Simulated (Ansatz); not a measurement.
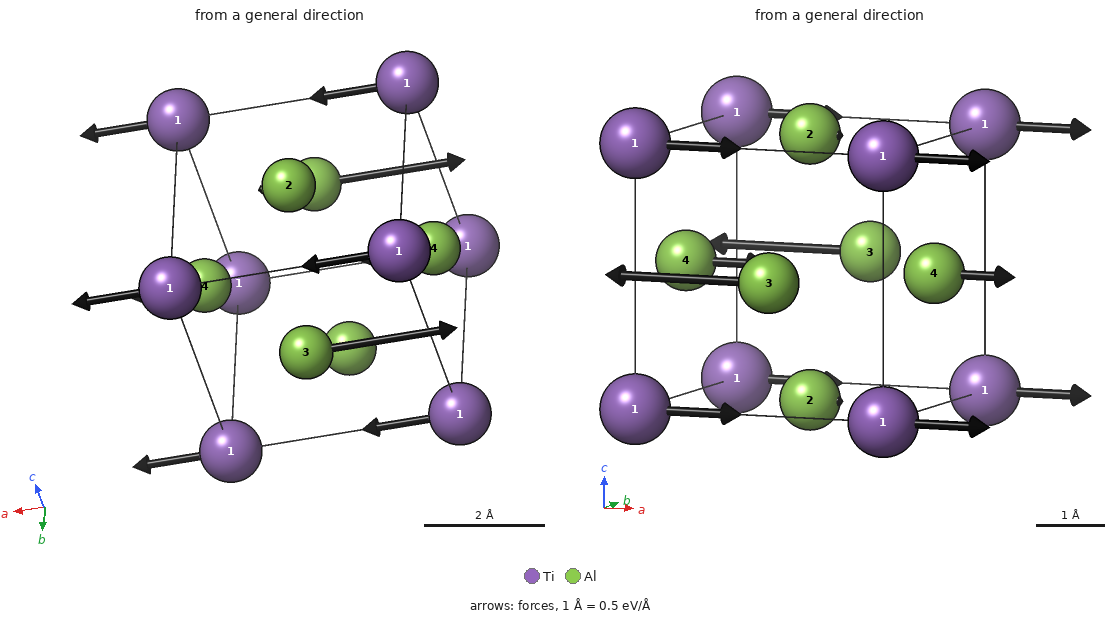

The crystal in a spheres-only representation, seen from two general directions. The simulation cell is drawn as a box. The arrows are the computed forces on the atoms.

System: TiAl3. Calculation details: Ansatz, DFT PBEsol, scalar-relativistic, plane waves, PAW; a cutoff energy of 420 eV, a 10×10×10 grid in reciprocal space, Gaussian smearing of 0.1 eV, no spin polarisation.

**Has this structure been optimised to equilibrium?**

No. The atoms still feel forces of up to about 1.1 eV/Å, far above a usual threshold of 0.01 to 0.03 eV/Å.

**Find the atom with the largest force.**

Al3, about 1.1 eV/Å.

The cell started as a structure listed in the Materials Project. The cell was then strained or its atoms displaced on purpose. A calculation with Ansatz used it as input.
